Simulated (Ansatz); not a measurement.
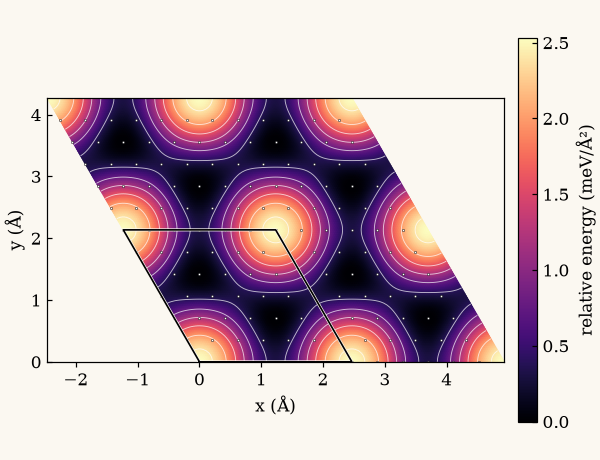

Energy landscape of a bilayer of two C sheets of the honeycomb type (4 atoms in the cell). The upper layer of a bilayer is slid over the lower one; relaxed at each slide: the heights of all atoms; the origin of the map has C3 above C1. Places are given modulo a cell vector. The map is drawn in real space over the plane of the slide. The grid has 6 × 6 points; 7 points were computed and 29 follow by symmetry. All energies are given in meV/Å² relative to the lowest grid point. These are results of DFT PBE+D3(BJ), scalar-relativistic, plane waves, PAW (Ansatz), not measurements. Settings: cutoff 420 eV, k-mesh 15×15×1, gaussian smearing 0.1 eV, no spin polarisation.

The picture shows a smooth colour map with a few white contour lines, dots at the grid points, the outline of one cell of the 2 × 2 shown. Between grid points the surface is interpolated. 

### Describe this landscape.

The lowest grid point is at (2/6, 4/6) of the cell vectors; the map holds 2 wells of about this depth. It is the only kind of minimum in the scanned range. The highest grid point, (0/6, 0/6) of the cell vectors, lies 2.53 meV/Å² above the lowest. On the interpolated surface the easiest way out of the lowest well to a well of about the same depth near (4/6, 2/6) of the cell vectors passes a barrier of about 0.31 meV/Å². Facing atoms of the upper layer at the lowest point: C above C, C above a hollow; at the highest: C above C. The relaxed distance between the facing planes is 3.40 Å at the lowest and 3.57 Å at the highest point.

Grid values (meV/Å²):

```
second ↓, first →   0/6   1/6   2/6   3/6   4/6   5/6
              5/6  2.05  1.22  0.30  0.30  1.22  2.05
              4/6  0.92  0.30  0.00  0.30  0.92  1.22
              3/6  0.31  0.30  0.30  0.31  0.30  0.30
              2/6  0.92  1.22  0.92  0.30  0.00  0.30
              1/6  2.05  2.05  1.22  0.30  0.30  1.22
              0/6  2.53  2.05  0.92  0.31  0.92  2.05
```

Each point was launched as `ansatz run input.yaml --threads 1 --pin off --max-ram 3072MiB --backend cpu --events-out ev --progress --plain --runs-dir out`. The whole map (7 points run) took 90 s on 1 thread of AMD EPYC 9R45 96-Core Processor (Zen 5), on a shared host.
